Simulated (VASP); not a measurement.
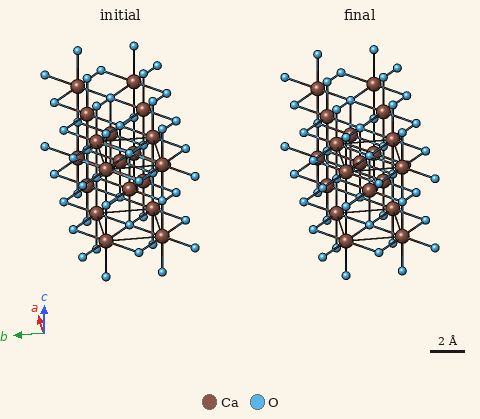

The structure of solid CaO (a generated structure, set up in I4/mmm) before (left) and after (right) a relaxation, at one scale.

The picture is a ball-and-stick view of the cell of the calculation, repeated 3 × 1 × 1 with one cell outlined, seen from a free direction.

The run lets cell and atoms move.

Computed with VASP 6.6.1, Kohn-Sham DFT of a periodic cell, LDA, VASP PAW LDA potentials, recommended.

Input file:
```
SYSTEM = CaO
PREC = Accurate ; ENCUT = 600
EDIFF = 1E-6 ; ISMEAR = 0
SIGMA = 0.02 ; LREAL = .FALSE.
LASPH = .TRUE. ; NELM = 60
ALGO = Fast ; ISIF = 3
LWAVE = .FALSE. ; LCHARG = .FALSE.
IBRION = 2 ; NSW = 40
EDIFFG = -0.005 ; LATTICE_CONSTRAINTS = .FALSE. .FALSE. .TRUE.
```

Command:
```bash
cat potpaw_LDA.64/Ca_sv/POTCAR potpaw_LDA.64/O/POTCAR > POTCAR
mpirun -np 1 vasp_std > vasp.out
```

Describe what moved and what it gained.

Answer. Over 2 geometry steps the energy falls by 11.6 meV per atom. All forces vanish by symmetry, so only the cell relaxes. Pressure: −5.58 GPa at the start and −1.84 GPa at the end. No atom moves by more than 0.005 Å relative to the cell. The volume changes by −3.4 %, with a = b unchanged at 3.369 Å, c 4.859 → 4.696 Å (−3.4 %). Some distances before and after: Ca–O 2.429 → 2.348 Å, Ca–Ca 3.402 → 3.345 Å. The space group stays I4/mmm (No. 139).
